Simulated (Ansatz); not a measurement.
HfH

```
Hf H
1.0
     3.20631    0.00000    0.00000
    -1.60316    2.77675    0.00000
     0.00000    0.00000    5.32821
Hf H
2 2
Direct
  0.33333 0.66667 0.75000
  0.66667 0.33333 0.25000
  0.00000 0.00000 0.00000
  0.00000 0.00000 0.50000
```

Space group P6₃/mmc; a structure generated by program, which may or may not match a known phase.

Computed with Ansatz, DFT PBE, scalar-relativistic, plane waves, PAW.

### What can the converged valence pseudo-density and electron localisation function tell about the bonding?

Hf–H (2.28 Å): ρ is about 0.34 e/Å³ halfway; the ELF climbs to about 1 towards the hydrogen.
The ELF has a maximum of about 0.75 in the space between the atoms, 1.9 Å from seven H and Hf atoms, on no atom or two-centre bond.

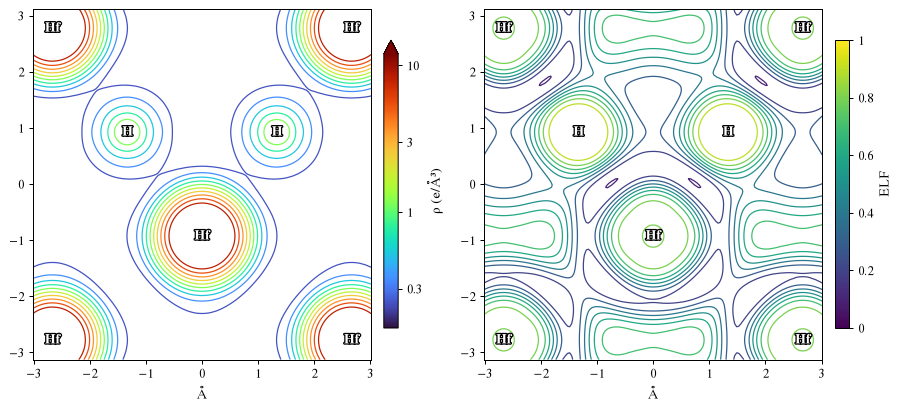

Computed valence pseudo-density and electron localisation function on the (110) plane of the conventional cell, in this order. 

The density is the valence pseudo-density of a PAW calculation; it isn't the true density close to the nuclei.
